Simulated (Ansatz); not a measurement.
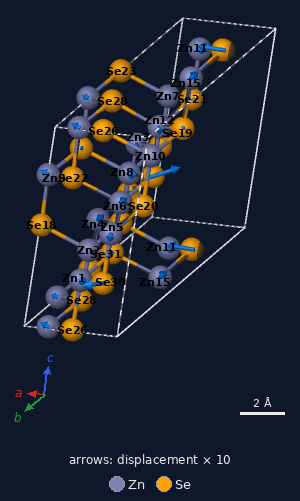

This is a relaxation of a defect cell of composition Zn15Se16. The starting structure is drawn faded, the final one solid; blue arrows show the displacements, 10 times their true length.

The picture is a ball-and-stick view of the cell of the calculation (origin shifted), seen from a free direction.

Case: Zn vacancy (site a), charge +0, atoms relaxed at the host's cell.

Computed with Ansatz 0.2.0, DFT r2SCAN, scalar-relativistic, plane waves, PAW. Settings: plane-wave cutoff 500 eV; k-point mesh 2 × 2 × 2; occupations gaussian; smearing width 0.01 eV; mesh shifted by (0.5, 0.5, 0.5); collinear spin; atoms relaxed in a fixed cell; force threshold 0.025 eV/Å; at most 45 steps.

Atoms of which element are displaced furthest, and by how much?

Answer. Selenium: up to 0.15 Å, against 0.06 Å for zinc.

What happened in the run?

Answer. After 2 accepted moves (3 points after the start) the energy has fallen by 0.217 eV per cell of the calculation. Largest force component: 1 eV/Å at the start, 0.016 eV/Å at the end. 1 step only repeated the SCF at the same geometry. The atom that moves furthest is a Se atom (0.15 Å roughly along [−1 −1 0]). Largest moves by element: Se 0.15 Å, Zn 0.06 Å. The lattice vectors keep their values. Among the contacts that change: Se–Zn 2.559 → 2.423 Å, Se–Zn 2.538 → 2.428 Å, Se–Zn 2.353 → 2.424 Å, Se–Zn 2.477 → 2.426 Å. Among the angles between lasting bonds that change: Zn–Se–Zn 113.6° → 108.1°, Zn–Se–Zn 103.6° → 108.0°, Se–Zn–Se 108.0° → 111.7°.
